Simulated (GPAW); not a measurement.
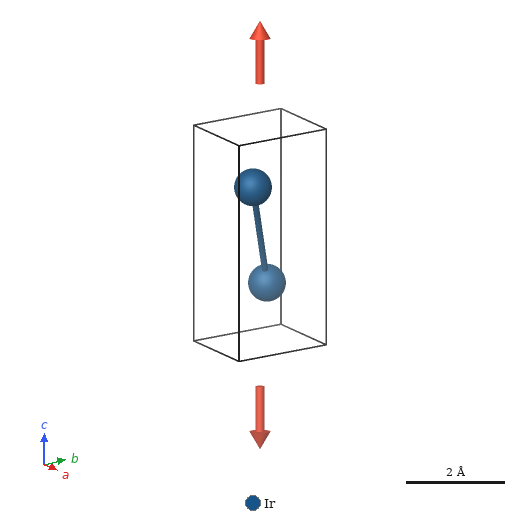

Ir, hexagonal close-packed (Mg type), space group P6₃/mmc (No. 194). The run's cell of 2 atoms is drawn unstrained, with atoms on its boundary repeated; the arrows mark the Cartesian direction z (along c), along which it is stretched or compressed while the other dimensions are held. The atoms keep their fractional positions. The cell is a structure listed in the Materials Project. This isn't the form of Ir at room conditions, which is fcc.

Alike in all runs: GPAW 26.7.0; functional PBEsol; potentials PAW data sets generated in the run's folder for this functional; cutoff 600 eV; k mesh 9 × 9 × 5 on the run's cell of 2 atoms; occupations fermi-dirac, width 0.05 eV; no spin polarisation; no spin-orbit coupling. Stress is positive in compression, averaged over the directions named.

| strain (%) | ΔE (meV/atom) | stress along z (GPa) | stress across, x/y (GPa) |
| --- | --- | --- | --- |
| −4 | 3.0 | 15.49 | -4.87 |
| −2 | -12.4 | 0.11 | -9.85 |
| −1 | -9.4 | -7.03 | -11.80 |
| 0 | 0.0 | -13.61 | -13.54 |
| +1 | ? | ? | ? |
| +2 | 35.9 | -24.80 | -16.64 |
| +4 | 89.9 | -33.24 | -19.54 |

**How stiff is the crystal along the strain, and what belongs in the row left out?**

The slope at zero strain is -612 GPa per unit strain, so the clamped-ion stiffness of this cell along z (C33 in these Cartesian axes) is about 610 GPa. The fit puts the stress at +1 % at -19.35 GPa. The run gave -19.55 GPa along, -15.13 GPa across and ΔE = 15.3 meV/atom.

**At which strain does the stress along the strained direction vanish?**

Near −2.0 %: the cell as given is stretched along it at this level of theory (-13.6 GPa), so the energy is least there and not at zero.

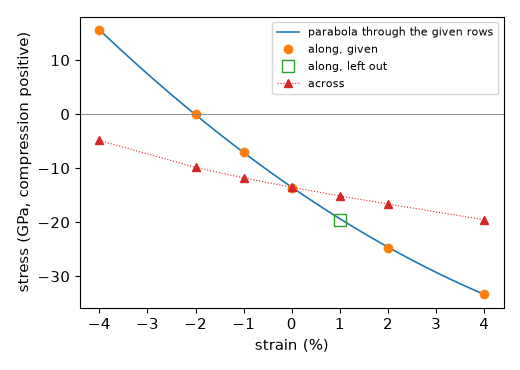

Stress against strain.

Caveat: the density grid can change from cell to cell, which puts small steps into energies and stress; the slope belongs to a cell under 14 GPa of tension, not to the crystal at rest; spin-orbit coupling is left out, which matters for Ir, if less for volumes and forces than for levels.
